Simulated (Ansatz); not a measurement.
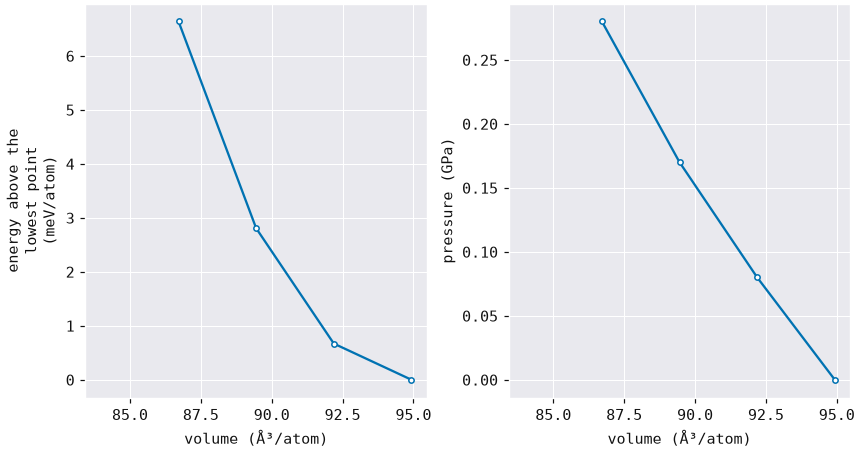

The figure shows the energy above the lowest point and pressure against volume for Rb, space group Im-3m (No. 229) (one of a set of cubic test structures, which need not be the stable phase).

Method: equation of state of a cubic crystal from periodic Kohn-Sham density functional theory without spin, third-order Birch-Murnaghan fit to the free energies; pressure corrected for the finite basis (Ansatz 0.2.0 development build). Level: r2SCAN.

```
                setting                   value
         structure type                     bcc
          atoms in cell                       1
     space group number                     229
       lattice centring  body-centred primitive
                 k mesh                   9×9×9
      occupation method             Fermi–Dirac
       occupation width                  0.1 eV
            wave cutoff                  700 eV
               datasets                hard PAW
      density tolerance                1e-09 eV
                  bands                      14
   density cutoff ratio                       4
search for lower states                 default
          xc grid level                       2
```

The point at volume 83.98 Å³/atom is left out of the plot. What does the calculation give there?

```tsv
volume (Å³/atom)	energy above the lowest point (meV/atom)	pressure (GPa)
83.98	12.4	0.40
```

Note: pseudopotentials made with PBE, not this functional.
